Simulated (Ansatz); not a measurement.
```cif
data_structure
_symmetry_space_group_name_H-M 'P 1'
_symmetry_Int_Tables_number 1
_cell_length_a 2.7450
_cell_length_b 2.7450
_cell_length_c 9.0520
_cell_angle_alpha 90.000
_cell_angle_beta 90.000
_cell_angle_gamma 120.000
_cell_volume 59.07
loop_
_atom_site_label
_atom_site_type_symbol
_atom_site_fract_x
_atom_site_fract_y
_atom_site_fract_z
_atom_site_occupancy
Pd1 Pd 0.00000 0.00000 0.00000 1
Pd2 Pd 0.00000 0.00000 0.50000 1
Pd3 Pd 0.33333 0.66667 0.25000 1
Pd4 Pd 0.66667 0.33333 0.75000 1
```

Space group P6₃/mmc; set up as Pd, dhcp; a generated structure, not necessarily the stable one; changed on purpose from its base cell (volume × 1.04); computed pressure about −8 GPa in this cell.

Theory: DFT, LDA (PW92), plane waves (420 eV) with PAW, scalar-relativistic in Ansatz.

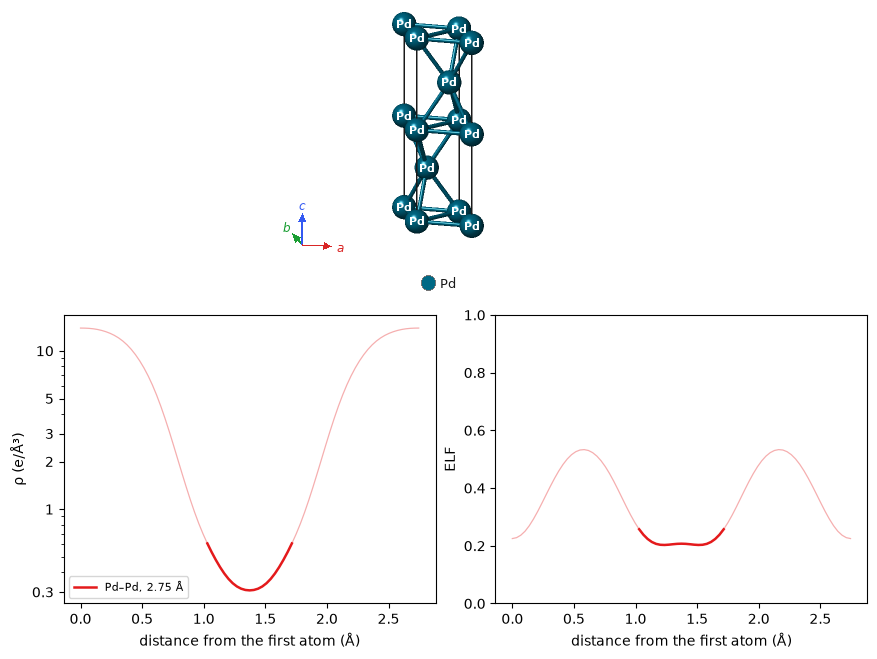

Pd. Valence charge density (pseudo) and electron localisation function along straight lines between neighbouring atoms. Thin, pale parts lie inside the atomic spheres. The structure is drawn too.

The density is the valence pseudo-density of a PAW calculation; it isn't the true density close to the nuclei.

Question: What can be read from the curves?

Answer: Pd–Pd (2.75 Å): ρ is about 0.31 e/Å³ halfway; the ELF is about 0.20 at the midpoint: no localised pair shows between them.
